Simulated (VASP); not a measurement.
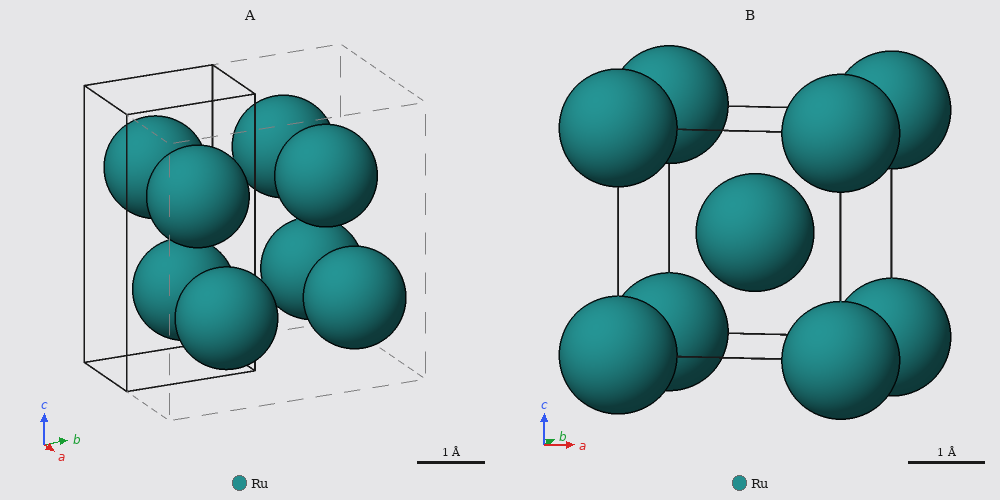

Two structures of Ru, each relaxed (cell and atoms) at zero pressure; conventional cells in solid outline, small ones repeated, each panel with its own scale. Alike in all runs: VASP 6.6.1; functional PBEsol; VASP's PAW PBE potentials, release 64 (Ru_pv); cutoff 600 eV; occupations gaussian, width 0.1 eV; no spin polarisation; no spin-orbit coupling. The k meshes have like spacings.

Question: Name the structure in each panel.

Answer: A: hexagonal close-packed (Mg type), P6₃/mmc; B: body-centred cubic (W type), Im-3m.

Question: Rank them by energy, lowest first.

Answer: A, then B (+666 meV/atom), static energies at zero smearing.

Question: Collect the results in a table.

Answer:
| panel | space group | E − E(lowest) (meV/atom) | volume (Å³/atom) |
| --- | --- | --- | --- |
| A | P6₃/mmc | 0 | 13.3 |
| B | Im-3m | 666 | 13.7 |

The starts are database entries or structure types tried for this composition, and the most stable form need not be among them.
